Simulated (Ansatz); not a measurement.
Run report: MnSi30, nudged elastic band (part 3 of 3)

Continued. System: MnSi30 (defect cell, 31 atoms in the cell). Method: DFT PBE, scalar-relativistic, plane waves, PAW, spin-polarised (Ansatz 0.2.0); cutoff 420 eV, 2×2×2 k-mesh, Gaussian smearing of 0.02 eV, collinear spins. The structure derives from a Materials Project entry. It belongs to a series of runs on one base structure; here: climbing-image band for the jump of Mn by 0.08 A.

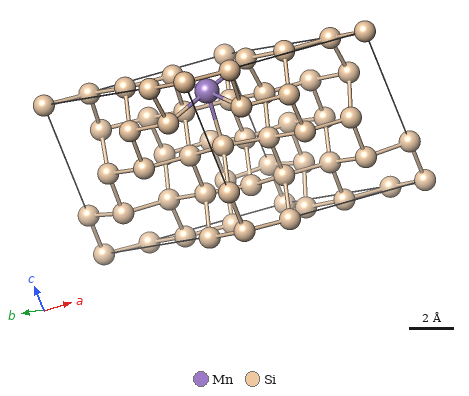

Fig. 1: The structure as given in the input (ball-and-stick view of the cell of the calculation, seen at an oblique angle). An atom can appear more than once, as a periodic image.

## The program's output, continued
```
  k-point 0 ↑: bands = ["-75.4226", "-44.2275", "-44.2275", "-44.0109", "-5.0498", "-5.0498", "-4.9927", "-4.7608", "-3.2806", "-3.2806", "-3.2514", "-3.2190", "-3.1970", "-3.1970", "-3.1129", "-3.1129", "-3.0715", "-3.0715", "-2.5455", "-1.6755", "-0.4112", "-0.3930", "-0.3930", "-0.3764", "-0.3739", "-0.3739", "-0.3426", "-0.3426", "-0.2099", "-0.2099", "0.9245", "1.3752", "2.0457", "2.0457", "2.1882", "2.3201", "2.3726", "2.3726", "2.4704", "2.4704", "2.5450", "2.5450", "2.5767", "2.6005", "2.7875", "2.7875", "3.0641", "3.2040", "3.2040", "3.3101", "3.3101", "3.4455", "3.6252", "3.7976", "3.7976", "3.8314", "3.8399", "3.8640", "3.8640", "3.8648", "4.3322", "4.3322", "4.6146", "4.7548", "4.7548", "5.1889", "5.2264", "5.2264", "5.6361", "5.6361", "6.8955", "6.8955", "7.3330", "7.4104", "7.4104", "7.4962", "7.4962", "7.5606", "7.5609", "7.6278", "7.6278", "7.7253", "7.7253", "7.7996", "7.9777", "7.9777", "8.2753", "8.3754", "8.6338", "9.3996", "9.3996", "9.4171", "9.4750", "9.4750", "9.8410", "9.8410", "9.8871", "10.1444", "10.3718", "10.3718", "10.4935"]
  k-point 1 ↑: bands = ["-75.4226", "-44.2275", "-44.2275", "-44.0109", "-5.4838", "-4.5414", "-4.5205", "-4.4704", "-4.3283", "-3.7257", "-3.7111", "-3.6363", "-3.5139", "-3.0849", "-2.8087", "-2.7944", "-2.6615", "-2.1776", "-1.6951", "-1.6749", "-1.4463", "-1.0578", "-0.5859", "-0.5130", "-0.4808", "-0.4272", "-0.2875", "-0.2552", "0.0173", "0.6713", "1.0859", "1.6327", "1.7290", "1.7939", "1.8758", "1.8777", "1.9707", "2.3692", "2.5357", "2.5809", "2.6264", "2.8331", "2.8703", "3.0224", "3.0615", "3.1171", "3.1794", "3.2265", "3.3379", "3.3532", "3.4353", "3.4377", "3.4785", "3.5286", "3.5434", "3.5989", "3.7493", "3.8766", "4.0529", "4.1200", "4.2817", "4.3468", "4.5288", "4.6303", "4.7735", "4.7814", "4.9850", "5.0277", "5.1580", "5.5331", "6.5561", "6.5581", "6.7066", "7.4518", "7.5917", "7.9689", "8.0020", "8.0316", "8.1273", "8.1884", "8.2652", "8.3692", "8.4044", "8.4432", "8.5156", "8.5953", "8.6426", "8.7833", "8.8235", "8.9460", "9.0405", "9.1335", "9.5797", "9.6508", "9.6603", "9.6879", "9.7109", "9.7568", "9.8079", "9.8459", "9.8846"]
  k-point 2 ↑: bands = ["-75.4226", "-44.2275", "-44.2275", "-44.0109", "-5.4838", "-4.5414", "-4.5205", "-4.4704", "-4.3283", "-3.7257", "-3.7111", "-3.6363", "-3.5139", "-3.0849", "-2.8087", "-2.7944", "-2.6615", "-2.1776", "-1.6951", "-1.6749", "-1.4463", "-1.0578", "-0.5859", "-0.5130", "-0.4808", "-0.4272", "-0.2875", "-0.2552", "0.0173", "0.6713", "1.0859", "1.6327", "1.7290", "1.7939", "1.8758", "1.8777", "1.9707", "2.3692", "2.5357", "2.5809", "2.6264", "2.8331", "2.8703", "3.0224", "3.0615", "3.1171", "3.1794", "3.2265", "3.3379", "3.3532", "3.4353", "3.4377", "3.4785", "3.5286", "3.5434", "3.5989", "3.7493", "3.8766", "4.0529", "4.1200", "4.2817", "4.3468", "4.5288", "4.6303", "4.7735", "4.7814", "4.9850", "5.0277", "5.1580", "5.5331", "6.5561", "6.5581", "6.7066", "7.4518", "7.5917", "7.9689", "8.0020", "8.0316", "8.1273", "8.1884", "8.2652", "8.3692", "8.4044", "8.4432", "8.5156", "8.5953", "8.6426", "8.7833", "8.8235", "8.9460", "9.0405", "9.1335", "9.5797", "9.6508", "9.6603", "9.6879", "9.7109", "9.7568", "9.8079", "9.8459", "9.8846"]
  k-point 3 ↓: bands = ["-71.7342", "-40.5456", "-40.5270", "-40.5270", "-5.4827", "-4.5394", "-4.5195", "-4.4731", "-4.3257", "-3.7235", "-3.7118", "-3.6381", "-3.5156", "-3.0913", "-2.8061", "-2.7941", "-2.6670", "-2.1772", "-1.6936", "-1.6777", "-1.4550", "-1.0457", "-0.5832", "-0.5137", "-0.4780", "-0.4245", "-0.2813", "-0.2534", "0.0222", "0.6712", "1.1613", "1.6483", "1.7528", "1.8348", "1.8949", "1.9033", "1.9810", "2.4936", "2.6152", "2.6577", "2.7204", "2.8405", "2.9678", "3.3052", "3.3180", "3.3515", "3.3953", "3.4216", "3.4520", "3.4908", "3.5124", "3.5300", "3.5967", "3.7524", "3.9536", "4.1434", "4.3157", "4.5112", "4.6076", "4.6118", "4.6952", "4.8375", "4.9144", "5.0885", "5.0886", "5.1848", "5.6278", "6.3503", "6.6370", "6.6413", "6.9759", "7.2247", "7.2974", "7.6855", "7.8326", "8.0154", "8.0188", "8.1555", "8.1658", "8.2575", "8.2896", "8.3896", "8.4390", "8.4590", "8.5515", "8.6730", "8.7573", "8.8334", "8.8751", "8.9918", "9.0991", "9.2021", "9.5699", "9.6582", "9.6830", "9.7102", "9.7285", "9.7606", "9.8171", "9.8596", "9.8961"]
this run last wrote the band of iteration 1 to [file]
--- NEB band (7 images, 1 band iterations, 91 SCF iterations, 28 more in tests of the images' electronic states and relaxations of end points) ---
  forward barrier  = -0.000007 eV
  backward barrier = -0.000007 eV
  lagrangian_above_aufbau_ev (what the smearing adds, to first order; not taken off the barriers): saddle image -0.003856 eV, end points -0.003857 and -0.003856 eV
  climbing image's point = of an order that was not read
  energies are F+E_penalty+E_count in eV, relative to image 0
  image     s (Å)  Δ vs image 0  max|band force component| (eV/Å)     M (μB)  M_abs (μB)
      0    0.0000      0.000000                                 —    +3.5000      4.3049
      1    0.0709     -0.000007                          3.892e-3    +3.5000      4.3050
      2    0.1418     -0.000011                          3.574e-3    +3.5000      4.3050
      3    0.2127     -0.000013                          3.259e-3    +3.5000      4.3050
      4    0.2836     -0.000011                          3.569e-3    +3.5000      4.3050
  *   5    0.3545     -0.000007                          3.902e-3    +3.5000      4.3050
      6    0.4255      0.000000                                 —    +3.5000      4.3050
  climbing-image geometry (image 5):
  cell:  # Å, volume = 654.7029 Å³
    - [-5.4700936587, 5.4700936587, -5.4700936587]
    - [5.4700936587, 5.4700936587, 5.4700936587]
    - [5.4700936587, -5.4700936587, -5.4700936587]
  atoms:
    - { symbol: Mn, position: [0.3776516377666667, 0.3776516377666667, 0.8776516377666668] }
    - { symbol: Si, position: [0.004657708349999984, 0.5002314062000001, 0.7544754211666667] }
    - { symbol: Si, position: [0.5002314062000001, 0.25447542116666666, 0.5046577083499999] }
    - { symbol: Si, position: [0.7507446116833334, 0.7507446116833334, 0.7493608954166667] }
    - { symbol: Si, position: [0.25447542116666666, 0.5002314062000001, 0.5046577083499999] }
    - { symbol: Si, position: [0.5002314062000001, 0.004657708349999984, 0.7544754211666667] }
    - { symbol: Si, position: [0.009018271316666673, 0.7648980317166667, 0.5090182713166667] }
    - { symbol: Si, position: [0.7507446116833334, 0.24936089541666673, 0.2507446116833334] }
    - { symbol: Si, position: [0.49569214495, 0.49569214495, 0.22331636871666666] }
    - { symbol: Si, position: [0.7648980317166667, 0.009018271316666673, 0.5090182713166667] }
    - { symbol: Si, position: [0.004657708350000039, 0.25447542116666666, 0.0002314062000000061] }
    - { symbol: Si, position: [0.24936089541666673, 0.7507446116833334, 0.2507446116833334] }
    - { symbol: Si, position: [0.009018271316666687, 0.009018271316666687, 0.26489803171666665] }
    - { symbol: Si, position: [0.7233163687166667, 0.49569214495000014, -0.00430785504999999] }
    - { symbol: Si, position: [0.49569214495000014, 0.7233163687166667, -0.00430785504999999] }
    - { symbol: Si, position: [0.25447542116666666, 0.004657708350000039, 0.0002314062000000061] }
    - { symbol: Si, position: [0.25977476415, 0.25977476415, 0.5321577829] }
    - { symbol: Si, position: [0.004562516216666691, 0.5059810179333333, 0.5045625162166667] }
    - { symbol: Si, position: [0.5008521308333335, 0.2551217151833334, 0.2506571534333334] }
    - { symbol: Si, position: [0.7464145113666667, 0.7464145113666667, 0.49056288941666676] }
    - { symbol: Si, position: [0.2551217151833334, 0.5008521308333335, 0.2506571534333334] }
    - { symbol: Si, position: [0.5059810179333333, 0.004562516216666691, 0.5045625162166667] }
    - { symbol: Si, position: [-0.009437110583333269, 0.7464145113666667, 0.2464145113666667] }
    - { symbol: Si, position: [0.7506571534333335, 0.25512171518333343, 0.0008521308333333533] }
    - { symbol: Si, position: [0.7464145113666667, -0.009437110583333269, 0.2464145113666667] }
    - { symbol: Si, position: [0.032157782900000015, 0.25977476415, 0.7597747641500001] }
    - { symbol: Si, position: [0.25512171518333343, 0.7506571534333335, 0.0008521308333333533] }
    - { symbol: Si, position: [0.004562516216666667, 0.004562516216666667, 0.005981017933333334] }
    - { symbol: Si, position: [0.7506571534333334, 0.5008521308333335, 0.7551217151833336] }
    - { symbol: Si, position: [0.5008521308333335, 0.7506571534333334, 0.7551217151833336] }
    - { symbol: Si, position: [0.25977476415, 0.032157782900000015, 0.7597747641500001] }
```

## The last band as extended XYZ (Å, eV, eV/Å)
```
31
Lattice="-5.4701 5.4701 -5.4701 5.4701 5.4701 5.4701 5.4701 -5.4701 -5.4701" Properties=species:S:1:pos:R:3:forces:R:3 image=0 energy=-22969.18873
Mn    4.7646   -0.7055   -4.7646   -0.0011  -0.0011   0.0011
Si    6.8012   -1.4018   -1.3800   -0.0001  -0.0042  -0.0003
Si    1.3800    1.3311   -4.0683    0.0003  -0.0001   0.0042
Si    4.0625    4.0782   -4.0625   -0.0043  -0.0006   0.0043
Si    4.0683    1.3311   -1.3800   -0.0042  -0.0001  -0.0003
Si    1.3800   -1.4018   -6.8012    0.0003  -0.0042   0.0001
Si    6.8818    1.4117    1.3873    0.0036   0.0036  -0.0009
Si   -1.4075    4.0625   -4.0782   -0.0043  -0.0043   0.0006
Si    1.1841    4.1641   -1.1841   -0.0005   0.0032   0.0005
Si   -1.3873    1.4117   -6.8818    0.0009   0.0036  -0.0036
Si    1.3311    1.3800    1.4018   -0.0001   0.0003   0.0042
Si    4.0782    4.0625    1.4075   -0.0006  -0.0043   0.0043
Si    1.4117   -1.3873   -1.4117    0.0036   0.0009  -0.0036
Si   -1.3060    6.6542   -1.1841    0.0032  -0.0005   0.0005
Si    1.1841    6.6542    1.3060   -0.0005  -0.0005  -0.0032
Si   -1.4018    1.3800   -1.3311   -0.0042   0.0003   0.0001
Si    2.8735   -0.1063   -2.8735    0.0043   0.0002  -0.0043
Si    5.4663   -0.0038    0.0189    0.0017   0.0017   0.0005
Si   -0.0096    2.7274   -2.6791    0.0023   0.0011   0.0019
Si    2.6461    5.4455   -2.6461   -0.0013  -0.0041   0.0013
Si    2.6791    2.7274    0.0096   -0.0019   0.0011  -0.0023
Si   -0.0189   -0.0038   -5.4663   -0.0005   0.0017  -0.0017
Si    5.4455    2.6461    2.8240   -0.0041  -0.0013   0.0013
Si   -2.7427    5.4605   -2.6791    0.0011   0.0023   0.0019
Si   -2.8240    2.6461   -5.4455   -0.0013  -0.0013   0.0041
Si    5.3638   -2.5966   -2.8735    0.0002   0.0043  -0.0043
Si    2.6791    5.4605    2.7427   -0.0019   0.0023  -0.0011
Si   -0.0038   -0.0189    0.0038    0.0017  -0.0005  -0.0017
Si    2.7274    2.6791   -5.4605    0.0011  -0.0019  -0.0023
Si    5.4605    2.6791   -2.7274    0.0023  -0.0019  -0.0011
Si    2.8735   -2.5966   -5.3638    0.0043   0.0043  -0.0002
31
Lattice="-5.4701 5.4701 -5.4701 5.4701 5.4701 5.4701 5.4701 -5.4701 -5.4701" Properties=species:S:1:pos:R:3:forces:R:3 image=3 energy=-22969.18874
Mn    4.7863   -0.6838   -4.7863    0.0000   0.0000   0.0000
Si    6.8232   -1.3799   -1.4018   -0.0006  -0.0033  -0.0011
Si    1.4018    1.3531   -4.0902    0.0011  -0.0006   0.0033
Si    4.0845    4.0998   -4.0845   -0.0030  -0.0001   0.0030
Si    4.0902    1.3531   -1.4018   -0.0033  -0.0006  -0.0011
Si    1.4018   -1.3799   -6.8232    0.0011  -0.0033   0.0006
Si    6.9042    1.4341    1.3651    0.0024   0.0024  -0.0025
Si   -1.3856    4.0845   -4.0998   -0.0030  -0.0030   0.0001
Si    1.2066    4.1865   -1.2066   -0.0024   0.0015   0.0024
Si   -1.3651    1.4341   -6.9042    0.0025   0.0024  -0.0024
Si    1.3531    1.4018    1.3799   -0.0006   0.0011   0.0033
Si    4.0998    4.0845    1.3856   -0.0001  -0.0030   0.0030
Si    1.4341   -1.3651   -1.4341    0.0024   0.0025  -0.0024
Si   -1.2836    6.6767   -1.2066    0.0015  -0.0024   0.0024
Si    1.2066    6.6767    1.2836   -0.0024  -0.0024  -0.0015
Si   -1.3799    1.4018   -1.3531   -0.0033   0.0011   0.0006
Si    2.8960   -0.0839   -2.8960    0.0024  -0.0015  -0.0024
Si    5.4882    0.0181   -0.0028    0.0030   0.0030  -0.0001
Si    0.0123    2.7495   -2.7008    0.0033   0.0006   0.0011
Si    2.6685    5.4677   -2.6685   -0.0024  -0.0025   0.0024
Si    2.7008    2.7495   -0.0123   -0.0011   0.0006  -0.0033
Si    0.0028    0.0181   -5.4882    0.0001   0.0030  -0.0030
Si    5.4677    2.6685    2.8016   -0.0025  -0.0024   0.0024
Si   -2.7206    5.4824   -2.7008    0.0006   0.0033   0.0011
Si   -2.8016    2.6685   -5.4677   -0.0024  -0.0024   0.0025
Si    5.3862   -2.5741   -2.8960   -0.0015   0.0024  -0.0024
Si    2.7008    5.4824    2.7206   -0.0011   0.0033  -0.0006
Si    0.0181    0.0028   -0.0181    0.0030   0.0001  -0.0030
Si    2.7495    2.7008   -5.4824    0.0006  -0.0011  -0.0033
Si    5.4824    2.7008   -2.7495    0.0033  -0.0011  -0.0006
Si    2.8960   -2.5741   -5.3862    0.0024   0.0024   0.0015
31
Lattice="-5.4701 5.4701 -5.4701 5.4701 5.4701 5.4701 5.4701 -5.4701 -5.4701" Properties=species:S:1:pos:R:3:forces:R:3 image=6 energy=-22969.18872
Mn    4.8081   -0.6620   -4.8081    0.0011   0.0011  -0.0011
Si    6.8452   -1.3580   -1.4235   -0.0011  -0.0023  -0.0019
Si    1.4235    1.3751   -4.1121    0.0019  -0.0011   0.0023
Si    4.1064    4.1214   -4.1064   -0.0017   0.0005   0.0017
Si    4.1121    1.3751   -1.4235   -0.0023  -0.0011  -0.0019
Si    1.4235   -1.3580   -6.8452    0.0019  -0.0023   0.0011
Si    6.9266    1.4565    1.3430    0.0013   0.0013  -0.0041
Si   -1.3637    4.1064   -4.1214   -0.0017  -0.0017  -0.0005
Si    1.2290    4.2089   -1.2290   -0.0043  -0.0001   0.0043
Si   -1.3430    1.4565   -6.9266    0.0041   0.0013  -0.0013
Si    1.3751    1.4235    1.3580   -0.0011   0.0019   0.0023
Si    4.1214    4.1064    1.3637    0.0005  -0.0017   0.0017
Si    1.4565   -1.3430   -1.4565    0.0013   0.0041  -0.0013
Si   -1.2612    6.6991   -1.2290   -0.0001  -0.0043   0.0043
Si    1.2290    6.6991    1.2612   -0.0043  -0.0043   0.0001
Si   -1.3580    1.4235   -1.3751   -0.0023   0.0019   0.0011
Si    2.9184   -0.0615   -2.9184    0.0005  -0.0032  -0.0005
Si    5.5101    0.0400   -0.0244    0.0043   0.0043  -0.0006
Si    0.0343    2.7715   -2.7225    0.0042   0.0001   0.0003
Si    2.6909    5.4899   -2.6909   -0.0036  -0.0009   0.0036
Si    2.7225    2.7715   -0.0343   -0.0003   0.0001  -0.0042
Si    0.0244    0.0400   -5.5101    0.0006   0.0043  -0.0043
Si    5.4899    2.6909    2.7792   -0.0009  -0.0036   0.0036
Si   -2.6986    5.5043   -2.7225    0.0001   0.0042   0.0003
Si   -2.7792    2.6909   -5.4899   -0.0036  -0.0036   0.0009
Si    5.4086   -2.5517   -2.9184   -0.0032   0.0005  -0.0005
Si    2.7225    5.5043    2.6986   -0.0003   0.0042  -0.0001
Si    0.0400    0.0244   -0.0400    0.0043   0.0006  -0.0043
Si    2.7715    2.7225   -5.5043    0.0001  -0.0003  -0.0042
Si    5.5043    2.7225   -2.7715    0.0042  -0.0003  -0.0001
Si    2.9184   -2.5517   -5.4086    0.0005   0.0005   0.0032
```

## Summary

| quantity | value |
| --- | --- |
| outcome | converged |
| barrier, forward | 0.000 eV |
| barrier, backward | 0.000 eV |
| electrons treated | 135 |
| hardware | 4 threads of Arm Neoverse V2, 24 GiB of memory available, shared host |
| wall time | 5.1 min (CPU time 18 min) |
| peak memory | 2.9 GiB |

The order of the saddle point was not checked.
